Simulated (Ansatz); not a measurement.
Geometry relaxation, with input and output: Cu (part 2 of 2)

Continued. System: Cu (3 atoms in the cell). Method: DFT, PBE, PAW with Ansatz's default frozen-core files, scalar-relativistic, no spin polarisation (Ansatz 0.2.0); cutoff 420 eV, 9×9×12 k-mesh, Fermi–Dirac smearing of 0.05 eV. The structure was built on a prototype by a generator; it need not be a known phase. Its volume is 1.03 times that of the source entry. It belongs to a series of runs on one base structure; here: omega relaxed under pressure, PAW files.

Geometry of the input (Å; fractional positions):
```
4.0970  0.0000  0.0000
-2.0485  3.5481  0.0000
0.0000  0.0000  2.5402
Cu 0.0000  0.0000  0.0000
Cu 0.3333  0.6667  0.5000
Cu 0.6667  0.3333  0.5000
```

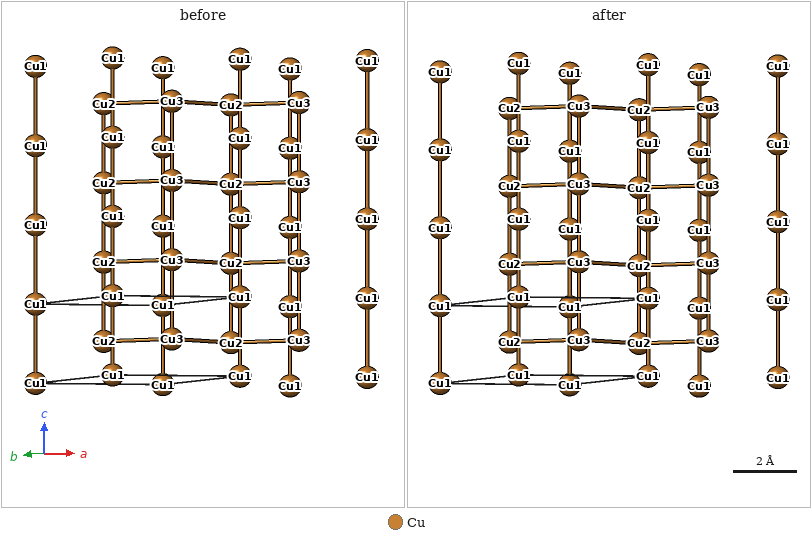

**Figure 1.** Before (left) and after (right) the relaxation, at one scale (ball-and-stick view of the cell of the calculation, repeated 2 × 1 × 4, seen at an oblique angle). After 4 geometry steps the energy has fallen by 8.3 meV per cell of the calculation. All forces vanish by symmetry, so only the cell relaxes. Pressure: −1.23 GPa at the start and −3.71 GPa at the end. No atom moves by more than 0.005 Å relative to the cell. The drawn cell changes as follows: a = b 4.097 → 4.171 Å (+1.8 %), c 2.540 → 2.497 Å (−1.7 %); the volume changes by +1.9 %. Among the contacts that change: Cu1–Cu1 2.540 → 2.497 Å, Cu2–Cu3 2.365 → 2.408 Å. The space group stays P6/mmm (No. 191). A last SCF at the same geometry on a re-selected plane-wave basis shifts the energy by −0.4 meV per cell of the calculation. (Atoms are counted from 1 in the order of the input.)

```
basis re-selected at this cell: Δ(F+E_penalty+E_count) = -3.715e-4 eV, ΔP = -0.009 GPa vs the last step (what re-selecting the basis moved, of the pressure what is left beyond the Pulay correction that the steps carried, after the strain that the cell walked since its last selection, with what the two solves' SCF thresholds leave and, on support functions, any second-order correction that the steps lacked; it is no measure of the basis error at this ecutwfc). This SCF's stress stands 2.15e-2 GPa from its target on what of the cell is left free (relax.cell.stress_tol is 3.00e-2 GPa) and its largest allowed force component is 2.00e-17 eV/Å (relax.f_tol is 5.00e-3 eV/Å): within both
SCF converged after 6 iterations
Free energy (F): -19875.280718 eV
Harris-Foulkes:  -19875.280718 eV  (|F-HF|=3.64e-12)
Internal energy: -19875.273746 eV  (E = F + TS)
E sigma→0 (E₀):  -19875.277232 eV
Entropy (-TS):   -0.006972 eV (-2.324 meV/atom)
Fermi energy:    15.529611 eV
--- Per-component energies (eV) ---
  E_band       = -1140.614889
  E_kinetic    = 898.223179
  E_local      = -12511.127660  (includes V_loc(G=0)·N_el)
  E_nonlocal   = 1172.373569
  E_hartree    = 5502.751555
  E_xc         = -267.260431
  E_vxc        = -344.789545  (∫ρ·V_xc dr)
  E_paw        = -4991.459853  (= ΣΔE_a)
  E_vpaw       = -1360.798192  (= ΣTr[D̂ρ^β])
  E_aug_tail   = 0.000890  (compensation charges beyond the density's cutoff)
  E_ewald      = -9678.774996
  E_smearing   = -0.006972  (= −TS)
  E_closure    = -0.000000  (closes the sum)
  Σ components = -19875.280718   (vs F -19875.280718, Δ=0.00e0)
--- Forces (eV/Å), atoms counted from 1 ---
  atom   1  Cu     0.00000000     0.00000000     0.00000000
  atom   2  Cu    -0.00000000    -0.00000000     0.00000000
  atom   3  Cu     0.00000000     0.00000000    -0.00000000
  max |Σ_I F_I| component: 9.25e-18 eV/Å
--- Stress (GPa, compression-positive) ---
       -3.721539       0.000000      -0.000000
        0.000000      -3.721539      -0.000000
       -0.000000      -0.000000      -3.685535
  P = ⅓ Tr σ = -3.7095 GPa (-37.095 kbar)
--- Band table (eV; the first three rows and the last of 84) ---
  k-point 0: bands = ["-96.9428", "-96.9268", "-96.8654", "-54.3518", "-54.3518", "-54.2831", "-54.2831", "-54.2691", "-54.2539", "-54.2233", "-54.2175", "-54.2175", "6.5620", "11.2581", "12.1102", "12.1102", "12.1243", "12.1672", "12.1672", "12.4678", "12.9029", "12.9029", "13.2700", "13.2700", "13.3197", "13.3197", "14.0340", "14.0340", "19.8970", "19.8970", "19.9168", "19.9168", "21.2525", "21.3964", "30.1530"]
  k-point 1: bands = ["-96.9424", "-96.9263", "-96.8650", "-54.3513", "-54.3513", "-54.2823", "-54.2823", "-54.2740", "-54.2587", "-54.2284", "-54.2175", "-54.2175", "6.7380", "11.3430", "12.0627", "12.0627", "12.1227", "12.1227", "12.2555", "12.5515", "12.8524", "12.8524", "13.3052", "13.3052", "13.3376", "13.3376", "14.0037", "14.0037", "20.0687", "20.0687", "20.1153", "20.1153", "21.3350", "21.4637", "28.2584"]
  k-point 2: bands = ["-96.9412", "-96.9252", "-96.8638", "-54.3500", "-54.3500", "-54.2873", "-54.2801", "-54.2801", "-54.2718", "-54.2421", "-54.2174", "-54.2174", "7.2564", "11.5668", "11.9236", "11.9236", "12.0049", "12.0049", "12.6242", "12.7897", "12.7897", "12.7982", "13.2516", "13.2516", "13.4621", "13.4621", "13.9410", "13.9410", "20.5653", "20.5653", "20.6887", "20.6887", "21.5919", "21.6725", "25.2348"]
  k-point 83: bands = ["-96.9284", "-96.9284", "-96.8593", "-54.3578", "-54.3350", "-54.3350", "-54.3077", "-54.3077", "-54.2927", "-54.2631", "-54.2164", "-54.2164", "10.9623", "11.6224", "11.6224", "11.8922", "11.9626", "11.9626", "12.6347", "12.6347", "13.0137", "13.0137", "13.2371", "14.0003", "14.0204", "14.1802", "14.1802", "16.1840", "17.8384", "17.8384", "19.4334", "19.4334", "20.5090", "28.1349", "29.0824"]
--- Relaxed structure (5 steps of the walk, 5 accepted, 1 SCFs on fresh bases) ---
  F+E_penalty+E_count = -19875.28071781 eV   max|allowed force component| = 2.005e-17 eV/Å   (the final SCF, on the basis selected at the relaxed cell)
  cell:  # Å, volume = 37.6206 Å³
    - [4.171211391956743, 2.9390308708703015e-11, 0.0]
    - [-2.0856056960038245, 3.612375029974893, 0.0]
    - [0.0, 0.0, 2.496721726011799]
  atoms:
    - { symbol: Cu, position: [-6.401558491128972e-35, 4.824911039424394e-35, 0.0] }
    - { symbol: Cu, position: [0.33333333333333326, 0.6666666666666665, 0.5] }
    - { symbol: Cu, position: [0.6666666666666666, 0.33333333333333326, 0.5] }
```

## File rho_z.tsv
```
# z_ang	rho[e/angstrom^3]
# format = ansatz-planar-average/11
# lattice	4.171211392	0.000000000	0.000000000
# lattice	-2.085605696	3.612375030	0.000000000
# lattice	0.000000000	0.000000000	2.496721726
# sites	3
# site	29	-0.000000000	0.000000000	0.000000000
# site	29	-0.000000000	2.408250020	1.248360863
# site	29	2.085605696	1.204125010	1.248360863
0.000000	1.874024e0
0.138707	1.623502e0
0.277414	1.108191e0
0.416120	7.020923e-1
0.554827	5.547169e-1
0.693534	6.782424e-1
0.832241	1.139527e0
0.970947	2.021015e0
1.109654	3.078635e0
1.248361	3.586459e0
1.387068	3.078635e0
1.525774	2.021015e0
1.664481	1.139527e0
1.803188	6.782424e-1
1.941895	5.547169e-1
2.080601	7.020923e-1
2.219308	1.108191e0
2.358015	1.623502e0
```

## File v_z.tsv
```
# z_ang	v_es[eV]	v_tot[eV]
# format = ansatz-planar-average/11
# xc	pbe
# density_cutoff_ev	1680
# datasets	Cu=:simpson_from_first_knot:soft
# lattice	4.171211392	0.000000000	0.000000000
# lattice	-2.085605696	3.612375030	0.000000000
# lattice	0.000000000	0.000000000	2.496721726
# sites	3
# site	29	-0.000000000	0.000000000	0.000000000
# site	29	-0.000000000	2.408250020	1.248360863
# site	29	2.085605696	1.204125010	1.248360863
0.000000	1.014716e1	-9.742371e-1
0.138707	1.019470e1	-8.397312e-1
0.277414	1.030440e1	-6.376614e-1
0.416120	1.013952e1	-9.029436e-1
0.554827	9.312271e0	-2.012938e0
0.693534	7.821540e0	-3.899003e0
0.832241	6.011401e0	-6.163026e0
0.970947	4.344834e0	-8.304514e0
1.109654	3.218177e0	-9.837106e0
1.248361	2.837519e0	-1.038427e1
1.387068	3.218177e0	-9.837106e0
1.525774	4.344834e0	-8.304514e0
1.664481	6.011401e0	-6.163026e0
1.803188	7.821540e0	-3.899003e0
1.941895	9.312271e0	-2.012938e0
2.080601	1.013952e1	-9.029436e-1
2.219308	1.030440e1	-6.376614e-1
2.358015	1.019470e1	-8.397312e-1
```

## Trajectory as extended XYZ (Å, eV, eV/Å), 6 frames, from step=1 to step=6
```
3
Lattice="4.0970 0.0000 0.0000 -2.0485 3.5481 0.0000 0.0000 0.0000 2.5402" Properties=species:S:1:pos:R:3:forces:R:3 step=1 energy=-19875.27203 pressure_GPa=-1.23
Cu    0.0000    0.0000    0.0000    0.0000   0.0000   0.0000
Cu    0.0000    2.3654    1.2701    0.0000   0.0000   0.0000
Cu    2.0485    1.1827    1.2701    0.0000   0.0000   0.0000
3
Lattice="4.1279 0.0000 0.0000 -2.0640 3.5749 0.0000 0.0000 0.0000 2.5237" Properties=species:S:1:pos:R:3:forces:R:3 step=2 energy=-19875.28064 pressure_GPa=-2.43
Cu    0.0000    0.0000    0.0000    0.0000   0.0000   0.0000
Cu    0.0000    2.3833    1.2619    0.0000   0.0000   0.0000
Cu    2.0640    1.1916    1.2619    0.0000   0.0000   0.0000
3
Lattice="4.1701 0.0000 0.0000 -2.0850 3.6114 0.0000 0.0000 0.0000 2.4916" Properties=species:S:1:pos:R:3:forces:R:3 step=3 energy=-19875.28252 pressure_GPa=-3.40
Cu    0.0000    0.0000    0.0000    0.0000   0.0000   0.0000
Cu    0.0000    2.4076    1.2458    0.0000   0.0000   0.0000
Cu    2.0850    1.2038    1.2458    0.0000   0.0000   0.0000
3
Lattice="4.1712 0.0000 0.0000 -2.0856 3.6124 0.0000 0.0000 0.0000 2.4973" Properties=species:S:1:pos:R:3:forces:R:3 step=4 energy=-19875.28013 pressure_GPa=-3.73
Cu    0.0000    0.0000    0.0000    0.0000   0.0000   0.0000
Cu    0.0000    2.4082    1.2487    0.0000   0.0000   0.0000
Cu    2.0856    1.2041    1.2487    0.0000   0.0000   0.0000
3
Lattice="4.1712 0.0000 0.0000 -2.0856 3.6124 0.0000 0.0000 0.0000 2.4967" Properties=species:S:1:pos:R:3:forces:R:3 step=5 energy=-19875.28035 pressure_GPa=-3.70
Cu    0.0000    0.0000    0.0000    0.0000   0.0000   0.0000
Cu    0.0000    2.4082    1.2484    0.0000   0.0000   0.0000
Cu    2.0856    1.2041    1.2484    0.0000   0.0000   0.0000
3
Lattice="4.1712 0.0000 0.0000 -2.0856 3.6124 0.0000 0.0000 0.0000 2.4967" Properties=species:S:1:pos:R:3:forces:R:3 step=6 energy=-19875.28072 pressure_GPa=-3.71
Cu    0.0000    0.0000    0.0000    0.0000   0.0000   0.0000
Cu    0.0000    2.4082    1.2484    0.0000   0.0000   0.0000
Cu    2.0856    1.2041    1.2484    0.0000   0.0000   0.0000
```

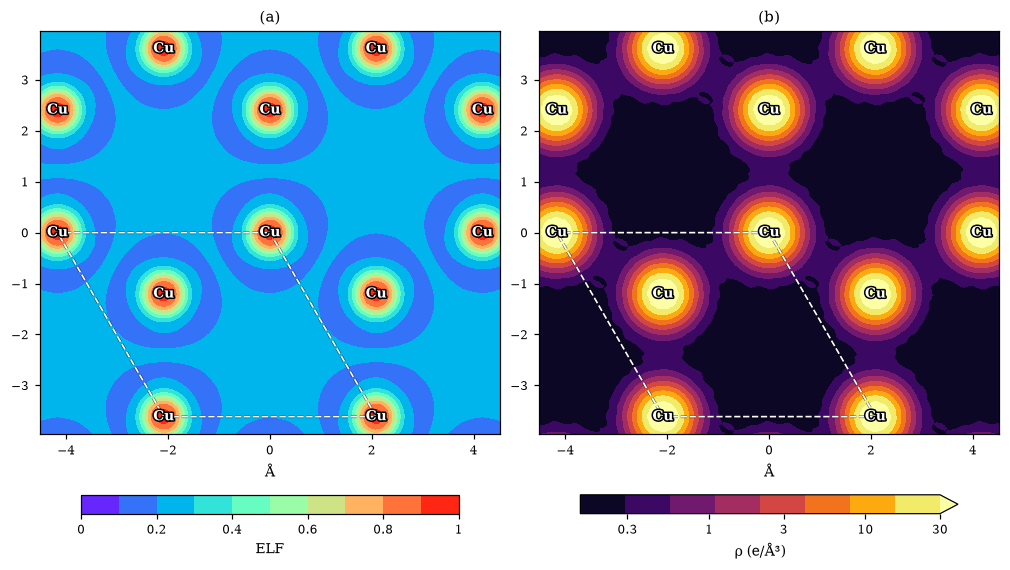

**Figure 2.** (a) electron localisation function; (b) valence pseudo-density on the (001) plane of the conventional cell. Atoms in the plane: Cu. Cu–Cu (2.41 Å): ρ at the midpoint is about 0.33 e/Å³; the ELF is about 0.20 at the midpoint; no shared electron pair. Away from the nuclei the density in this plane falls to 0.15 e/Å³ at its lowest. The strong features right at Cu lie inside the PAW spheres (semicore, d or f shells) and say nothing about bonding. Core electrons are frozen (PAW), so the fields are smoothed inside the atomic spheres.

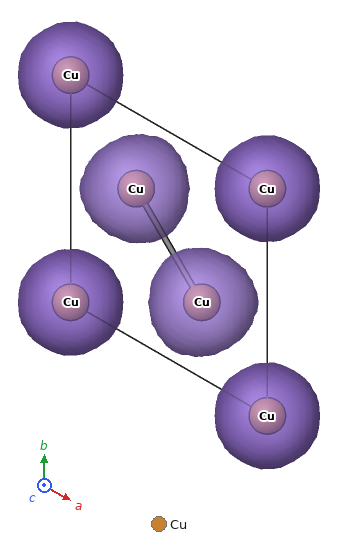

**Figure 3.** Isosurface of the valence charge density (pseudo) at 0.4 e/Å³ (purple), seen along the c axis. Sticks mark near contacts. The outline is the cell set on symmetry axes. At this value the density breaks into separate islands; it holds about 90 % of the electrons treated as valence (semicore included). It is pinched off along the Cu–Cu (2.41 Å) and Cu–Cu (2.50 Å) contacts. On the grid the lowest density along these lines, outside the cores, is 0.34 e/Å³ (Cu–Cu, 2.41 Å) and 0.28 e/Å³ (Cu–Cu, 2.50 Å).
